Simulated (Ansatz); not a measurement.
# Does disorder add resistance in series? W(100) layers with 50 % Os

Two lengths of the disordered region are known. What area resistance does the third give?

Set-up. Ansatz 0.2.0, plane waves with PAW datasets at their recommended cutoffs (420 eV for most), Fermi-Dirac smearing; ballistic transmission by layer matching. The area resistance is RA = A (h/2e²)(1/T − 1/N), with T the zone-mean transmission per spin and N the lead's channels, both averaged over a few energies near the Fermi level; for magnets each spin is taken apart, with h/e², and the two conduct in parallel. Lateral cell 2x2, PBE, a fresh random draw for each length.

Results; the value marked ? is to be predicted:

| length (Å) | channels N | RA (fΩ m²) |
| --- | --- | --- |
| 6.33 | 5.323 | 0.774 |
| 12.7 | 5.344 | 1.29 |
| 19.0 | 5.240 | ? |

**Fit on the rows shown.**

Ohm's law makes RA linear in the length: the slope is (1.29 − 0.774)/(12.7 − 6.33) = 0.0814 fΩ m² per Å, or 81 µΩ cm. Then 1.29 + 0.0814 × 6.33. Predicted: 1.80 fΩ m².

What the run gave:

1.96 fΩ m², so the prediction is 8.1 % too low. The three lengths together give 94 µΩ cm. The two increments are 0.52 and 0.67 fΩ m², roughly as Ohm's law has it, though with one draw for each length that is a weak test.

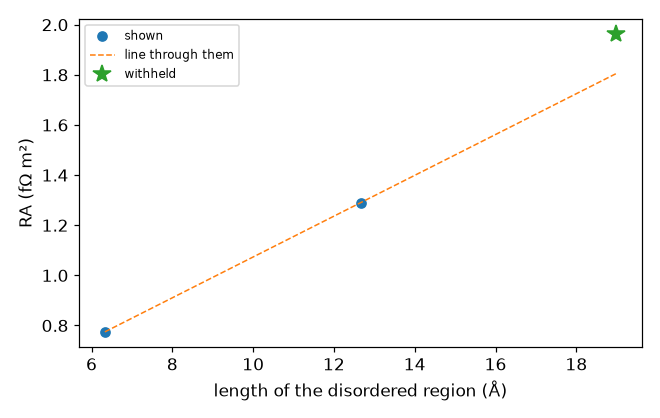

Area resistance against length.

**Limits.** The scatterers repeat sideways with the small cell. The slope is a raw one; a model of isotropic scattering puts it 1.01 times the bulk value over these lengths. Atoms sit unrelaxed on the host's lattice, and the pair may not mix at random in practice. Spin-orbit coupling is left out, which matters for Os and W.
